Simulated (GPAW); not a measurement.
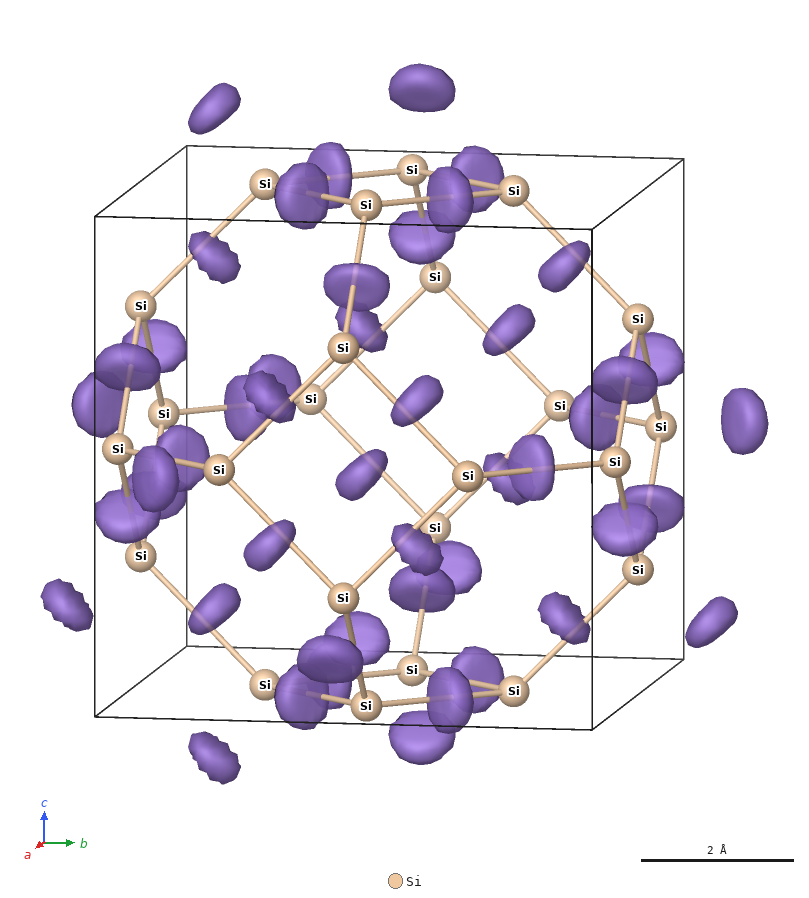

*Si. Isosurface of the electron localisation function at 0.9 (purple), seen slightly off an axis. Core shells and regions of very low density are left out. Sticks mark near contacts.*

Space group Im-3m; a structure from a database of computed crystals, not necessarily the ambient phase; computed pressure about 2 GPa in this cell.

Method: GPAW 26.7.0, Kohn-Sham DFT of a periodic cell, PBE, GPAW PAW data sets (gpaw-data 1.2.1).

> What do the ELF domains correspond to?

The surface consists of 24 regions between bonded Si–Si atoms (shared pairs), counted in one cell of 12 atoms. Any copies at cell faces, edges or corners count once.

Values along the shortest contacts:
Si–Si (2.36 Å): the ELF peaks at about 0.95 between the atoms; localised, covalent bonding.
